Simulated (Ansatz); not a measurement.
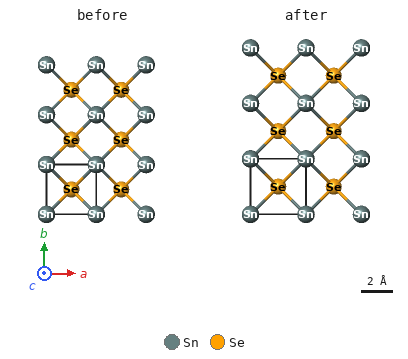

The structure of a crystal of SnSe (built on the CsCl type) before (left) and after (right) a relaxation, at one scale.

Style: ball-and-stick. Shown: the cell of the calculation, repeated 2 × 3 × 1 with one cell outlined, along the c axis.

These are results of DFT, PBE, plane waves, PAW (Ansatz), not measurements. (plane-wave cutoff 420 eV; k-point mesh 8 × 8 × 8; occupations fermi dirac; smearing width 0.02 eV; no spin polarisation; cell and atoms relaxed; force threshold 0.005 eV/Å)

Describe what moved and what it gained.

Answer. The atoms keep their places relative to the cell (all moves are under 0.005 Å). The volume changes by +38.0 %, with a = b = c 3.310 → 3.686 Å (+11.3 %). Among the contacts that change: Se–Se 3.310 → 3.686 Å, Se–Sn 2.867 → 3.192 Å. The space group stays Pm-3m (No. 221). Over 6 accepted moves (8 points after the start) the energy falls by 503 meV per atom. All forces vanish by symmetry, so only the cell relaxes. Pressure: 31.65 GPa at the start and 0.01 GPa at the end. The SCF was repeated twice at an unchanged geometry on a basis and grid sized afresh for the cell, which shifted the energy by 2.7 meV per atom at most. Cost: 34 s on 2 threads of Intel(R) Xeon(R) Processor @ 2.50GHz (Skylake/Cascade Lake) (shared host), peak memory 0.37 GiB.
